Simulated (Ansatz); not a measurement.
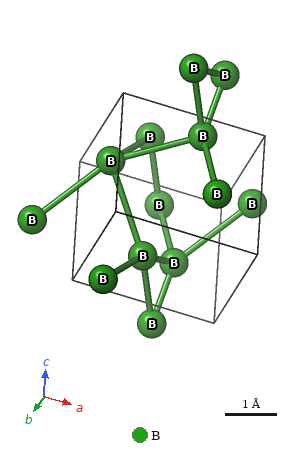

Starting structure of crystalline B (built on the random type) (coarse preliminary run). A ball-and-stick model of the cell of the calculation, seen from a free direction.

Case: random cell without symmetry.

Computed with DFT PBE, scalar-relativistic, plane waves, PAW in Ansatz.

Input file:
```yaml
crystal:
  lattice:
    - [3.2255776143, 0.0, 0.0]
    - [0.6450396143, 3.0068677493, 0.0]
    - [0.1719104965, 0.3018658311, 2.893318142]
  atoms:
    - { symbol: B, position: [0.6772983166, 0.931649597, 0.3538882281] }
    - { symbol: B, position: [0.5982731766, 0.1085652957, 0.9133949006] }
    - { symbol: B, position: [0.0792751269, 0.5059655214, 0.7507551366] }
    - { symbol: B, position: [0.4058014892, 0.7397324008, 0.2025179752] }
basis:
  ecutwfc: 420
kpoints:
  mp_grid: { grid: [6, 6, 6] }
hamiltonian:
  xc: pbe
scf:
  occupations: { method: gaussian, width: 0.1 }
  lower_state_search: "off"
output:
  forces: true
  stress: true
  eigenvalues: true
relax:
  adjacent_minimum: "off"
  f_tol: 0.04
  max_steps: 70
  cell: { stress_tol: 0.4 }
```

### Predict the outcome.

After 14 accepted moves (17 points after the start) the energy has fallen by 1833 meV per atom. The largest force component goes from 16 to 0.003 eV/Å. The pressure goes from 57.78 to 0.04 GPa. The line search rejected the trial step at point 10 of the run. At 2 points the geometry stayed and the basis and grid were re-selected for the new cell (energy shift of 8.1 meV per atom at most each time). The atom that moves furthest relative to the cell is B3 (0.73 Å roughly along [3 1 −2]). The drawn cell changes as follows: a 3.226 → 3.089 Å (−4.2 %), b 3.075 → 3.227 Å (+4.9 %), c 2.914 → 3.171 Å (+8.8 %), α 83.5° → 90.0°, β 86.6° → 89.4°, γ 77.9° → 58.5°; the volume changes by −3.9 %. Some distances before and after: B2–B4 2.754 → 1.737 Å, B2–B3 2.168 → 3.161 Å, B1–B3 2.688 → 1.923 Å, B1–B3 (another image) 2.636 → 1.923 Å. Bond angles that change, for instance: B2–B3–B4 86.4° → 145.1°, B2–B1–B3 144.5° → 103.5°, B1–B4–B3 107.7° → 66.9°. The space group (tolerance 0.01 Å) goes from P1 (No. 1) to C2/c (No. 15).

History of the run:

| step | E − E(0), meV/atom | largest force component, eV/Å | pressure, GPa | volume, Å³/atom | note |
| --- | --- | --- | --- | --- | --- |
| 0 | 0.00 | 15.9468 | 57.78 | 7.015 |  |
| 1 | -914.61 | 7.6452 | 21.58 | 6.982 |  |
| 2 | -1294.51 | 3.5443 | 8.18 | 6.859 |  |
| 3 | -1384.05 | 2.1595 | 6.76 | 6.722 |  |
| 4 | -1468.74 | 1.0416 | 5.58 | 6.686 |  |
| 5 | -1574.27 | 1.0555 | 3.27 | 6.755 |  |
| 6 | -1670.14 | 1.6739 | 1.25 | 6.798 |  |
| 7 | -1755.00 | 1.2998 | -1.07 | 6.798 |  |
| 8 | -1773.36 | 0.7144 | 22.46 | 6.177 |  |
| 9 | -1818.62 | 0.3790 | 1.56 | 6.632 |  |
| 10 | -1808.21 | 0.3172 | 1.83 | 6.681 | rejected |
| 11 | -1822.84 | 0.2134 | -0.43 | 6.717 |  |
| 12 | -1824.26 | 0.0283 | -0.11 | 6.712 |  |
| 13 | -1824.24 | 0.0365 | 0.06 | 6.705 |  |
| 14 | -1832.38 | 0.0294 | 1.08 | 6.705 | same geometry, new basis |
| 15 | -1832.51 | 0.0365 | -0.30 | 6.752 |  |
| 16 | -1832.66 | 0.0031 | 0.03 | 6.740 |  |
| 17 | -1832.75 | 0.0030 | 0.04 | 6.740 | same geometry, new basis |

The structure at the end:

```
B
1.0
     3.03399    0.57220   -0.11016
     1.14012    3.01265   -0.19218
     0.11644    0.15773    3.16482
B
4
Direct
  0.62201 0.85692 0.48673
  0.62184 0.10434 0.98677
  0.25848 0.53862 0.62352
  0.25832 0.78603 0.12354
```

The end point in the same view:

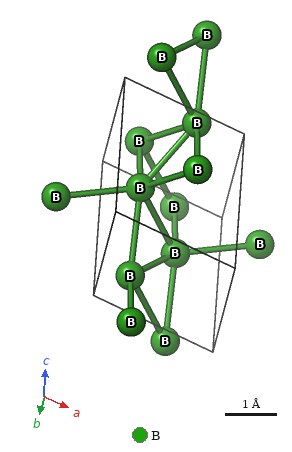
